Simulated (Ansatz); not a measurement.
**SnO: geometry relaxation (part 2 of 3)**

The same run, continued: SnO (slab, 28 atoms in the cell); DFT r2SCAN, scalar-relativistic, plane waves, PAW, no spin polarisation (Ansatz 0.2.0); cutoff 500 eV, 7×5×1 k-mesh, Gaussian smearing of 0.05 eV. The structure derives from an entry of the Crystallography Open Database. It belongs to a series of runs on one base structure; here: (1 1 2) slab, atoms relaxed.

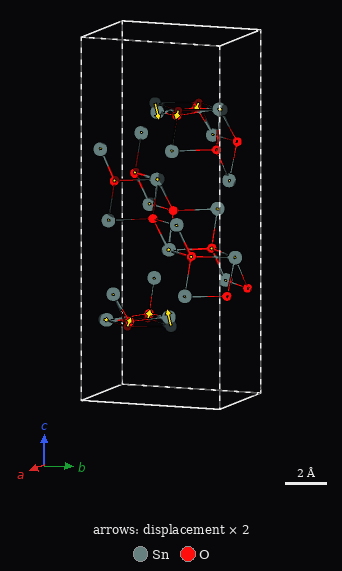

*Start (faint) and end (solid) with the displacements as yellow arrows, magnified 2 times (ball-and-stick view of the cell of the calculation, with the vacuum cut short (origin shifted), seen slightly off an axis).*

Over 7 geometry steps the energy falls by 1.715 eV per cell of the calculation. Largest force component: 3.7 eV/Å at the start, 0.02 eV/Å at the end. The largest moves, 0.46 Å, are those of Sn1 and Sn28. Largest moves by element: Sn 0.46 Å, O 0.29 Å. The lattice vectors keep their values. Among the contacts that change: O26–Sn28 2.223 → 2.031 Å, O2–Sn5 2.223 → 2.103 Å, O6–Sn8 2.223 → 2.162 Å, O22–Sn25 2.223 → 2.275 Å. Among the angles that change: O26–Sn24–O27 74.6° → 83.1°, Sn24–O27–Sn25 105.4° → 111.1°, Sn4–O7–Sn8 117.9° → 123.1°. (Atoms are counted from 1 in the order of the input.)

```
WARN: The output density's exchange-correlation potential varies sharply where the density is thin. Do not read a vacuum level from v_tot or v_xc, or from such a field of the output density. On a cell that repeats whose density bears no net charge and no dipole along the vacuum's axis use v_es (v_loc + v_h of the components); under efield.dipole_correction with no amplitude use v_es + v_field, which holds any external_charges[].barrier, or the levels of the report's work_function block, which leave it out; under a non-zero efield.amplitude the vacuum is tilted and has no level; on a cell that repeats and bears such a dipole with no correction it is tilted too, and efield.dipole_correction with no amplitude gives each side of its ramp a level where efield: is served; in a cell that repeats whose density bears a net charge (total_charge, or a fill off its count) it is curved and has none; of a slab under crystal.periodic whose density bears no net charge use v_es, which has a level on each side, short of where the two are joined; of another it falls or rises all the way out and has none; of a slab beside external_charges read slab_vacuum_level instead, which it has where they leave it neutral. The grid or the basis barely resolves most such structure, and the values can differ between equally converged runs; as a rule a tighter scf.convergence.dr2_threshold does not remove it. Where the density itself ripples (under the LDA too) a higher basis.ecutwfc lessens it. The files hold the spikes' plane waves up to the density's cutoff. Files: v_tot_of_output_density and the like, and their columns of v_z.tsv (output.write_potential); v_xc_of_output_density and the like, and their columns of v_comp_z.tsv (output.write_potential_components). Measured: with its Gaussian average of σ = 0.25 Å subtracted twice, the exchange-correlation potential is over 0.1 eV at 15785 of the grid points where the equally averaged density (valence and model cores) is under 1e-3 e/Å³, and 5.19 eV at the most among them, at an averaged density of 1.5e-4 e/Å³. The input density's (outcome.potential() and, of a run that writes arrays, v_tot and v_xc) is over 0.1 eV, so measured, at 13499 points of its own thin density, 5.20 eV at the most. See output.write_potential in the manual, Limitations
SCF converged after 2 iterations
Free energy (F): -92500.592644 eV
Harris-Foulkes:  -92500.592644 eV  (|F-HF|=5.20e-9)
Internal energy: -92500.592644 eV  (E = F + TS)
E sigma→0 (E₀):  -92500.592644 eV
Fermi energy:    2.683494 eV
Dipole field:    D = 0.000000 V/Å  (p = 0.000000 e·Å, saw-weighted, corrected)
Work function:   Φ+ = 4.0222 eV   Φ− = 4.0222 eV
Levels:          The Fermi level and band energies are counted from a zero that moves with the ramp; work functions are not
--- Per-component energies (eV) ---
  E_band       = -3535.235021
  E_kinetic    = 5083.144160
  E_local      = -238561.279972  (includes V_loc(G=0)·N_el)
  E_nonlocal   = 211.797213
  E_hartree    = 119052.288260
  E_xc         = -6272.008998
  E_vxc        = -2937.097332  (∫ρ·V_xc dr)
  E_paw        = -60478.909277  (= ΣΔE_a)
  E_vpaw       = -5622.794088  (= ΣTr[D̂ρ^β])
  E_aug_tail   = 0.014012  (compensation charges beyond the density's cutoff)
  E_vtau       = 186.398380  (kinetic-family band-sum trace: ∫τ·v_τ [+ j·A + Jᵃ·Aᵃ] dr)
  E_efield     = 0.000000  (sawtooth field / dipole correction)
  E_vefield    = -0.000000  (∫n·V_field dr)
  E_ewald      = 88454.514654
  E_core_change = 9.847305  (= ΣΔE_core)
  E_smearing   = -0.000000  (= −TS)
  E_closure    = -0.000000  (closes the sum)
  Σ components = -92500.592644   (vs F -92500.592644, Δ=0.00e0)
--- Forces (eV/Å), atoms counted from 1 ---
  atom   1  Sn     0.00000000    -0.01269562    -0.00112708
  atom   2  O     -0.00445869     0.01192714    -0.01284849
  atom   3  O      0.00445869     0.01192714    -0.01284849
  atom   4  Sn     0.00000000     0.01011454    -0.00426575
  atom   5  Sn     0.00000000    -0.01972698     0.01782226
  atom   6  O      0.00309353     0.00569749     0.00943027
  atom   7  O     -0.00309353     0.00569749     0.00943027
  atom   8  Sn     0.00000000    -0.01247864    -0.01010096
  atom   9  Sn     0.00000000     0.00384765    -0.00120878
  atom  10  O     -0.00962565    -0.00558328    -0.00389906
  atom  11  O      0.00962565    -0.00558328    -0.00389906
  atom  12  Sn     0.00000000    -0.00204991     0.01325076
  atom  13  Sn     0.00000000     0.01390942     0.00920260
  atom  14  O      0.01448425     0.00000162    -0.00000117
  atom  15  O     -0.01448425     0.00000162    -0.00000117
  atom  16  Sn     0.00000000    -0.01390459    -0.00920272
  atom  17  Sn     0.00000000     0.00207064    -0.01323537
  atom  18  O     -0.00962795     0.00558926     0.00388974
  atom  19  O      0.00962795     0.00558926     0.00388974
  atom  20  Sn     0.00000000    -0.00385469     0.00121469
  atom  21  Sn     0.00000000     0.01249906     0.01010316
  atom  22  O      0.00308453    -0.00568667    -0.00942776
  atom  23  O     -0.00308453    -0.00568667    -0.00942776
  atom  24  Sn     0.00000000     0.01971663    -0.01783090
  atom  25  Sn     0.00000000    -0.01010700     0.00425450
  atom  26  O     -0.00446855    -0.01193024     0.01285378
  atom  27  O      0.00446855    -0.01193024     0.01285378
  atom  28  Sn     0.00000000     0.01268731     0.00112194
  max |Σ_I F_I| component: 5.85e-5 eV/Å
--- Band table (eV; the first three rows and the last of 12) ---
  k-point 0: bands = ["-20.5600", "-20.5060", "-20.4849", "-20.4716", "-20.4102", "-20.4101", "-20.3278", "-20.2861", "-20.2839", "-20.2418", "-20.2353", "-20.1529", "-20.0839", "-20.0829", "-20.0767", "-20.0535", "-20.0259", "-20.0197", "-19.9936", "-19.9852", "-19.9510", "-19.9484", "-19.9462", "-19.9202", "-19.8882", "-19.8739", "-19.8646", "-19.8554", "-19.8539", "-19.8526", "-19.8456", "-19.8393", "-19.8316", "-19.8312", "-19.8274", "-19.8242", "-19.8144", "-19.8089", "-19.8039", "-19.8029",
      "-19.7953", "-19.7910", "-19.7875", "-19.7783", "-19.7443", "-19.7438", "-19.7375", "-19.7353", "-19.7315", "-19.7223", "-19.6407", "-19.6407", "-19.6381", "-19.6257", "-19.5937", "-19.5929", "-19.5011", "-19.5011", "-19.4829", "-19.4808", "-19.4739", "-19.4739", "-19.4349", "-19.4325", "-19.4083", "-19.4074", "-19.3903", "-19.3901", "-19.3526", "-19.3517", "-18.9399", "-18.5852", "-18.2086", "-17.8519", "-17.5553", "-17.2404", "-17.1900", "-17.1400", "-16.9810", "-16.7485",
      "-16.5080", "-16.3973", "-15.9379", "-15.9352", "-6.9047", "-6.7567", "-6.6646", "-6.5522", "-6.4364", "-6.3862", "-6.2044", "-6.0225", "-5.4205", "-5.3157", "-4.5988", "-4.5937", "-4.2655", "-4.2544", "-4.1119", "-4.0440", "-3.8717", "-3.5943", "-3.5327", "-3.3268", "-3.2169", "-3.1145", "-3.1081", "-2.8878", "-2.8877", "-2.5751", "-2.3732", "-2.1498", "-1.8636", "-1.7627", "-1.7224", "-1.5481", "-1.3891", "-1.1581", "-1.1016", "-0.9914",
      "-0.7842", "-0.7670", "-0.6831", "-0.5541", "-0.5043", "-0.3436", "-0.3214", "-0.3187", "-0.0012", "0.1100", "0.2095", "0.2216", "0.3125", "0.4191", "0.4839", "0.6166", "0.7550", "1.1629", "1.8808", "2.3024", "3.0645", "3.1654", "3.7277", "3.9030", "4.1278", "4.5548", "4.8284", "4.8321", "4.8675", "5.1277", "5.4220", "5.4816", "5.7156", "6.0881", "6.1164", "6.2474", "6.6589", "6.6870", "6.8081", "7.1681",
      "7.2610", "7.3148", "7.4090", "7.4951", "7.7151", "7.7338", "7.8143", "7.8706"]
  k-point 1: bands = ["-20.5587", "-20.5065", "-20.4831", "-20.4690", "-20.4101", "-20.4099", "-20.3239", "-20.2848", "-20.2825", "-20.2434", "-20.2386", "-20.1486", "-20.0844", "-20.0842", "-20.0775", "-20.0485", "-20.0254", "-20.0177", "-19.9969", "-19.9845", "-19.9485", "-19.9465", "-19.9464", "-19.9177", "-19.8893", "-19.8729", "-19.8659", "-19.8603", "-19.8526", "-19.8519", "-19.8479", "-19.8392", "-19.8365", "-19.8288", "-19.8270", "-19.8253", "-19.8150", "-19.8094", "-19.8054", "-19.8025",
      "-19.7976", "-19.7897", "-19.7867", "-19.7778", "-19.7446", "-19.7434", "-19.7363", "-19.7349", "-19.7317", "-19.7225", "-19.6415", "-19.6413", "-19.6407", "-19.6302", "-19.5951", "-19.5941", "-19.5011", "-19.5011", "-19.4834", "-19.4816", "-19.4742", "-19.4742", "-19.4351", "-19.4329", "-19.4092", "-19.4087", "-19.3903", "-19.3901", "-19.3526", "-19.3518", "-18.9307", "-18.5828", "-18.2153", "-17.8672", "-17.5624", "-17.2322", "-17.1849", "-17.1277", "-16.9814", "-16.7497",
      "-16.5083", "-16.3975", "-15.9394", "-15.9368", "-6.8831", "-6.7410", "-6.7064", "-6.6160", "-6.4109", "-6.3767", "-6.2191", "-5.8439", "-5.8078", "-5.1815", "-4.7863", "-4.5317", "-4.2352", "-4.1366", "-4.0972", "-4.0199", "-3.7994", "-3.5832", "-3.5225", "-3.3843", "-3.2010", "-3.1569", "-2.9251", "-2.8539", "-2.5383", "-2.5045", "-2.3488", "-2.1470", "-1.8416", "-1.7285", "-1.6529", "-1.5943", "-1.3916", "-1.3158", "-1.1659", "-0.9965",
      "-0.7923", "-0.7863", "-0.7636", "-0.6296", "-0.5538", "-0.5035", "-0.3429", "-0.3222", "-0.1230", "-0.0006", "0.0573", "0.2133", "0.2227", "0.3130", "0.3949", "0.7852", "0.8806", "1.0983", "1.7065", "2.1971", "3.2812", "3.3833", "3.7839", "4.0621", "4.2697", "4.6772", "4.8881", "4.9065", "5.0808", "5.2994", "5.3769", "5.5786", "5.8198", "5.9990", "6.2282", "6.4195", "6.4903", "6.6213", "6.8672", "6.9723",
      "7.0891", "7.1010", "7.3437", "7.3932", "7.4809", "7.4868", "7.8556", "7.8926"]
  k-point 2: bands = ["-20.5566", "-20.5074", "-20.4805", "-20.4647", "-20.4098", "-20.4097", "-20.3172", "-20.2827", "-20.2802", "-20.2461", "-20.2442", "-20.1419", "-20.0847", "-20.0846", "-20.0797", "-20.0418", "-20.0239", "-20.0145", "-20.0012", "-19.9843", "-19.9486", "-19.9472", "-19.9383", "-19.9123", "-19.8916", "-19.8724", "-19.8701", "-19.8652", "-19.8524", "-19.8518", "-19.8509", "-19.8395", "-19.8381", "-19.8290", "-19.8268", "-19.8249", "-19.8196", "-19.8094", "-19.8073", "-19.8026",
      "-19.8000", "-19.7892", "-19.7847", "-19.7769", "-19.7444", "-19.7431", "-19.7344", "-19.7341", "-19.7320", "-19.7228", "-19.6441", "-19.6427", "-19.6424", "-19.6382", "-19.5971", "-19.5962", "-19.5010", "-19.5010", "-19.4840", "-19.4829", "-19.4746", "-19.4746", "-19.4354", "-19.4335", "-19.4107", "-19.4106", "-19.3902", "-19.3902", "-19.3527", "-19.3519", "-18.9151", "-18.5791", "-18.2265", "-17.8913", "-17.5729", "-17.2182", "-17.1768", "-17.1090", "-16.9828", "-16.7514",
      "-16.5087", "-16.3978", "-15.9418", "-15.9394", "-6.8508", "-6.8405", "-6.6818", "-6.6068", "-6.4140", "-6.2907", "-6.1846", "-6.0929", "-5.7224", "-5.4123", "-4.9386", "-4.4820", "-4.1894", "-3.9780", "-3.9722", "-3.9019", "-3.6594", "-3.5214", "-3.5085", "-3.3630", "-3.2944", "-2.9459", "-2.8832", "-2.8623", "-2.4650", "-2.3663", "-2.0785", "-2.0549", "-1.8478", "-1.6373", "-1.6241", "-1.5385", "-1.4149", "-1.3738", "-1.1718", "-1.1387",
      "-1.0044", "-0.8566", "-0.7947", "-0.7651", "-0.5691", "-0.5532", "-0.5018", "-0.3422", "-0.3236", "-0.2101", "-0.1182", "-0.0170", "0.2180", "0.2248", "0.2530", "0.6884", "1.0010", "1.2744", "1.5709", "1.9379", "3.5685", "3.8754", "3.9301", "4.4038", "4.6732", "4.7039", "4.9125", "5.0887", "5.1621", "5.4510", "5.6313", "5.8807", "5.9570", "6.0012", "6.1280", "6.1343", "6.1975", "6.4548", "6.6958", "6.8372",
      "6.9455", "6.9642", "7.1258", "7.2246", "7.2720", "7.4923", "7.7056", "7.7928"]
  k-point 11: bands = ["-20.5356", "-20.4843", "-20.4613", "-20.4033", "-20.3781", "-20.3586", "-20.3586", "-20.2964", "-20.2927", "-20.2572", "-20.2072", "-20.2011", "-20.1556", "-20.1371", "-20.0838", "-20.0830", "-20.0741", "-20.0258", "-19.9997", "-19.9716", "-19.9681", "-19.9530", "-19.9459", "-19.9450", "-19.9372", "-19.8830", "-19.8686", "-19.8634", "-19.8604", "-19.8530", "-19.8517", "-19.8513", "-19.8458", "-19.8369", "-19.8250", "-19.8236", "-19.8105", "-19.8038", "-19.7996", "-19.7973",
      "-19.7948", "-19.7930", "-19.7905", "-19.7894", "-19.7877", "-19.7762", "-19.7410", "-19.7386", "-19.7266", "-19.7254", "-19.6935", "-19.6932", "-19.6137", "-19.6123", "-19.5742", "-19.5738", "-19.5281", "-19.5274", "-19.4730", "-19.4727", "-19.4646", "-19.4644", "-19.4494", "-19.4491", "-19.4247", "-19.4246", "-19.4045", "-19.4043", "-19.3499", "-19.3498", "-18.2415", "-17.9591", "-17.8744", "-17.6764", "-17.6163", "-17.4027", "-17.3390", "-17.1609", "-17.0626", "-16.8552",
      "-16.7631", "-16.7123", "-16.3746", "-16.3663", "-6.4881", "-6.2926", "-6.0483", "-5.8230", "-5.5522", "-5.4463", "-5.3975", "-5.2812", "-5.1754", "-5.0780", "-4.9125", "-4.7173", "-4.5649", "-4.3587", "-4.1399", "-4.0775", "-3.8537", "-3.7930", "-3.2850", "-3.1838", "-3.1477", "-3.0303", "-2.9356", "-2.8609", "-2.7162", "-2.6186", "-2.5821", "-2.5543", "-2.4803", "-2.3468", "-2.3057", "-2.2117", "-2.1543", "-1.9275", "-1.9110", "-1.6935",
      "-1.4595", "-1.2290", "-1.0973", "-0.9104", "-0.8643", "-0.7529", "-0.6063", "-0.5794", "-0.4586", "-0.3341", "-0.1801", "0.0490", "0.1810", "0.3062", "0.3966", "0.4456", "0.7750", "0.8471", "0.9851", "1.2677", "3.5446", "3.6400", "4.5260", "4.9032", "4.9731", "5.0962", "5.4462", "5.4571", "5.6540", "5.7727", "5.9108", "5.9728", "6.1561", "6.3364", "6.4408", "6.5006", "6.6027", "6.8945", "7.1567", "7.3844",
      "7.6069", "7.6856", "7.9437", "8.0757", "8.1009", "8.1831", "8.1900", "8.3006"]
```
